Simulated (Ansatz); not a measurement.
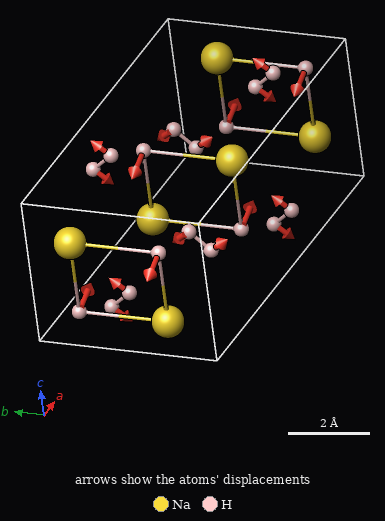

The lowest optical mode of solid NaH3 (a generated structure), space group C2/c (No. 15), at the zone centre. The red arrows are the displacements of the atoms (eigenvector over the root of the mass), of arbitrary overall length and sign. Style: ball-and-stick. Shown: the conventional cell (2 times the calculation's cell), from a free direction. Lengths and directions refer to the drawn axes.

Theory: DFT PBE, scalar-relativistic, plane waves, PAW in Ansatz. (plane-wave cutoff 420 eV; k-point mesh 6 × 6 × 6; occupations fixed; no spin polarisation)

Frequencies are those without the non-analytic (LO–TO) term.

Question: Is the structure stable against all modes at this point?

Answer: No. This is the B_g mode at 151i cm⁻¹, the lowest optical level, Raman-active by symmetry. The Na atoms stay at rest; atoms of one kind move against one another, with no net shift of any sublattice; the H–Na, H–H bond lengths don't change to first order, so for these it is a bending, tilting or sliding motion. The frequency is imaginary, so the structure is unstable against this distortion. Freezing in the drawn pattern lowers the space group from C2/c to P-1 (No. 2).
